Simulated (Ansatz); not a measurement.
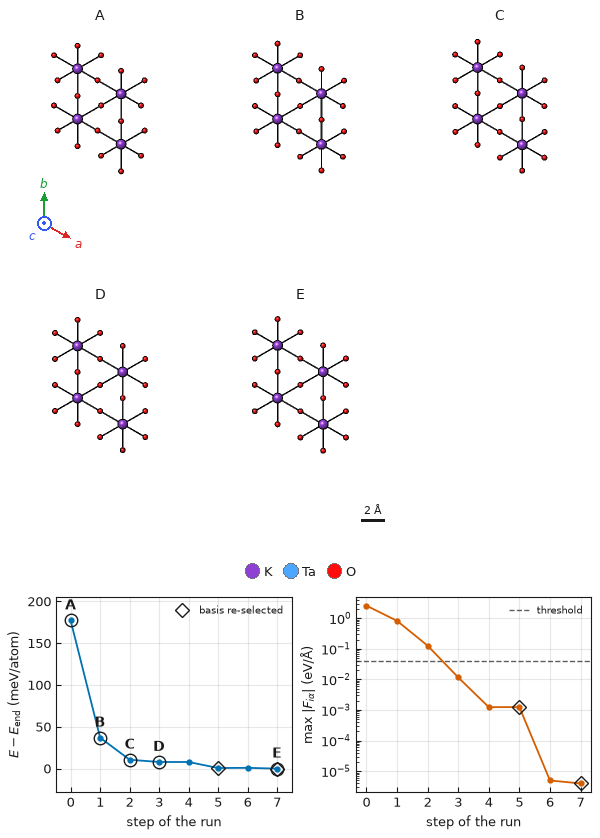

Frames of a relaxation of a crystal of KTaO$_{3}$ (a generated structure, set up in P-62m) (coarse preliminary run), marked on the history of the run. A ball-and-stick model of the cell of the calculation, seen along the c axis.

The calculation used DFT PBE, scalar-relativistic, plane waves, PAW in Ansatz 0.2.0. Set-up: plane-wave cutoff 420 eV; k-point mesh 6 × 6 × 4; occupations gaussian; smearing width 0.1 eV; collinear spin; cell and atoms relaxed; force threshold 0.04 eV/Å; at most 70 steps.

> Describe the path.

The largest moves relative to the cell, 0.20 Å, are those of O atoms. K and Ta stay in place. The drawn cell changes as follows: a = b 4.536 → 4.753 Å (+4.8 %), c 5.552 → 5.628 Å (+1.4 %); the volume changes by +11.3 %. Some distances before and after: K–O 2.081 → 2.376 Å, K–O 2.455 → 2.376 Å, K–Ta 2.776 → 2.814 Å. The space group (tolerance 0.01 Å) goes from P-62m (No. 189) to P6/mmm (No. 191). After 5 accepted moves (7 points after the start) the energy has fallen by 177 meV per atom. The largest force component goes from 2.6 to under 0.0001 eV/Å. The pressure goes from 6.32 to 0.05 GPa. The SCF was repeated twice at an unchanged geometry on a basis and grid sized afresh for the cell, which shifted the energy by 7.2 meV per atom at most. Cost: 3.4 min on 1 thread of Intel(R) Xeon(R) Processor @ 2.50GHz (Skylake/Cascade Lake), with other jobs on the host, peak memory 0.44 GiB. From step 0 to 1: O atoms move most (0.12 Å), volume +2.3 %, energy −140 meV per atom. From step 1 to 2: O atoms move most (0.05 Å), volume +3.7 %, energy −26.4 meV per atom. From step 2 to 3: volume +2.4 %, energy −2.7 meV per atom. From step 3 to 7: volume +2.5 %, energy −7.9 meV per atom.

Limits of the set-up: layers or molecules are held without a dispersion correction, so their spacing is unreliable.
